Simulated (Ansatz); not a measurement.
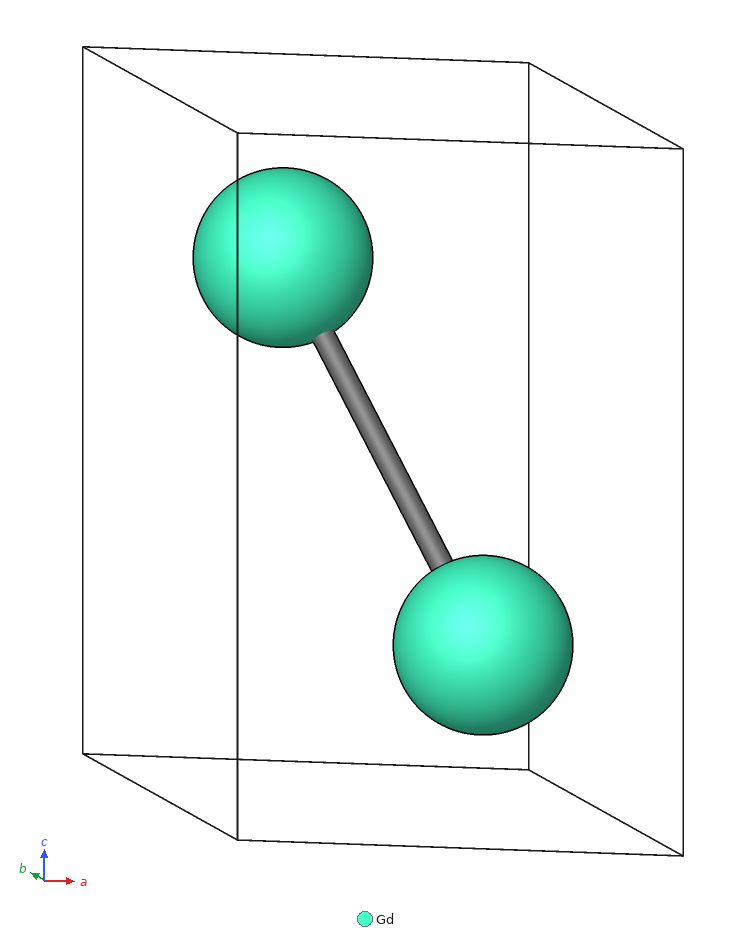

The figure gives a ball-and-stick picture of the atoms, viewed slightly off an axis. The edges of the conventional unit cell are marked.

A stick is drawn for Gd–Gd up to 4.02 Å (cut-off distances).

Q: Determine the atoms per cell.

A: 2 (gadolinium), counting shared atoms by their share.

Q: Which Bravais lattice does it have?

A: Primitive hexagonal.

Q: Which of the 230 space groups is it?

A: P6_3/mmc (No. 194), with Gd on 2d.

Q: What structure family is shown?

A: Hexagonal close-packed (Mg type).

Source of the structure: the standard structure of this element. The geometry comes from a coarse first relaxation with Ansatz 0.2.0, DFT PBE, scalar-relativistic, plane waves, PAW.
